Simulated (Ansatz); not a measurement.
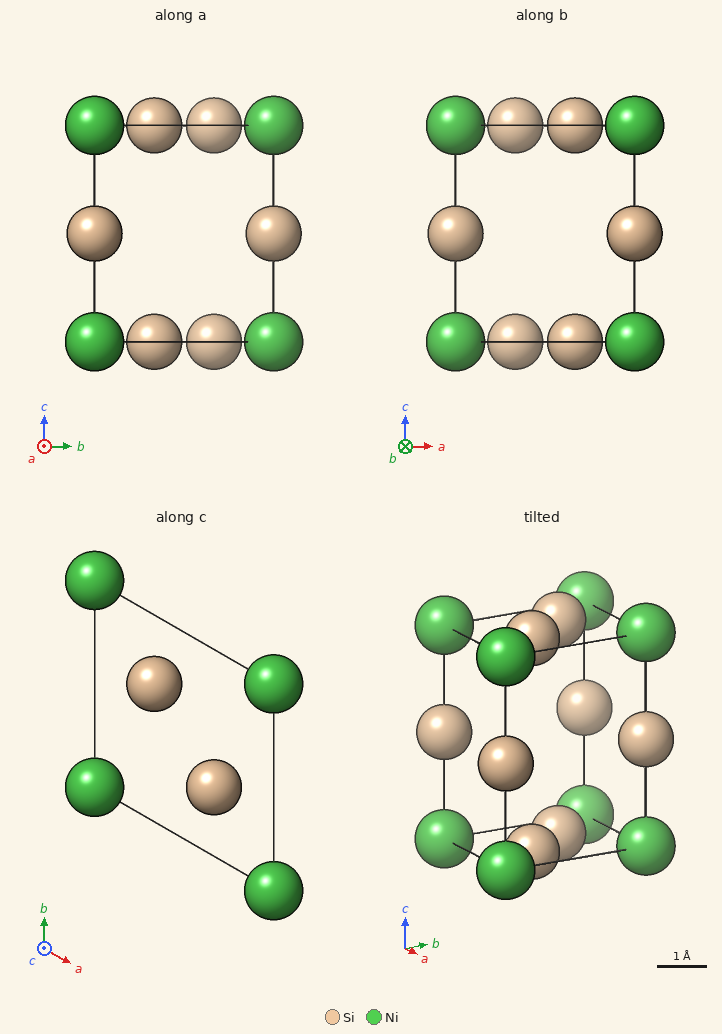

The crystal in a spheres-only representation, seen along the a axis, along the b axis, along the c axis and slightly off an axis. Lines trace the edges of the conventional unit cell.

Lattice parameters: a = 4.259 Å, b = 4.259 Å, c = 4.455 Å, α = 90.00°, β = 90.00°, γ = 120.00°.

Question: Convert the drawing into a table of Wyckoff sites.

Answer: Space group P6/mmm (No. 191).
```tsv
atom	site	x	y	z
Si	1b	0.0000	0.0000	0.5000
Si	2c	0.3333	0.6667	0.0000
Ni	1a	0.0000	0.0000	0.0000
```

Starting structure: a structure type filled with these elements by a generator (whether the compound takes this form wasn't checked). The structure drawn was relaxed with DFT PBE, scalar-relativistic, plane waves, PAW (Ansatz 0.2.0).
